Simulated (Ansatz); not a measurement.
## Molecular dynamics, with input and output: TiSi₁₆ (part 3 of 3)

TiSi₁₆ (defect cell, 17 atoms in the cell); DFT PBE, scalar-relativistic, plane waves, PAW, PAW set soft_1, no spin polarisation (Ansatz 0.2.0); cutoff 420 eV, 2×2×2 k-mesh, Fermi–Dirac smearing of 0.05 eV. It belongs to a series of runs on one base structure; here: dynamics from the start.

Geometry of the input (Å; fractional positions):
```
0.0000  5.4300  5.4300
5.4300  0.0000  5.4300
5.4300  5.4300  0.0000
Si 0.0033  0.0031  -0.0035
Si 0.1236  0.1228  0.1295
Si 0.0001  -0.0009  0.5001
Si 0.1237  0.1227  0.6236
Si 0.0039  0.4957  -0.0033
Si 0.1371  0.6207  0.1211
Si 0.0037  0.4956  0.5037
Si 0.1237  0.6285  0.6237
Si 0.4966  0.0034  -0.0035
Si 0.6210  0.1368  0.1210
Si 0.4966  0.0031  0.5032
Si 0.6295  0.1228  0.6236
Si 0.5001  0.4999  0.0001
Si 0.6211  0.6209  0.1211
Si 0.4967  0.4957  0.5038
Si 0.6211  0.6207  0.6371
Ti 0.7501  0.7495  0.2501
```

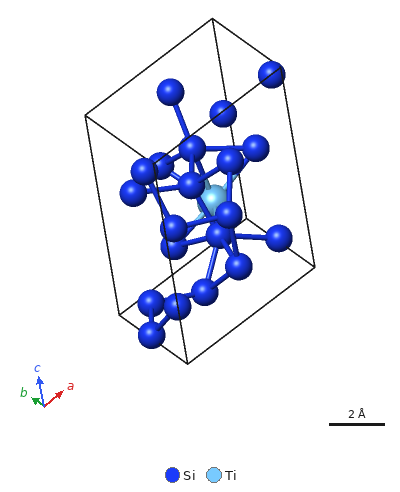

Fig. 1: The geometry at step 220 of the log (ball-and-stick view of the cell of the calculation, seen slightly off an axis).

Results in brief:

| quantity | value |
| --- | --- |
| outcome | finished |
| mean temperature over the second half | 1677 K |
| trajectory | 220 steps, 440 fs |
| ensemble | nvt_langevin |
| temperature in the input | 1500.0 K |
| time step | 2 fs |
| electrons treated | 76 |
| potential energy (free energy of the electrons) (last step) | −12665.9106 eV |
| Fermi energy (last step) | 7.426 eV |
| largest force (length of the vector) (last step) | 5.619 eV/Å |
| wall time | 16 min |
| peak memory | 0.71 GiB |

The k-point mesh is coarse for a cell of this size, so the results may not be converged. So short a trajectory is not equilibrated. The logged temperature at the start can lie below the typed one, since it is counted over all degrees of freedom.
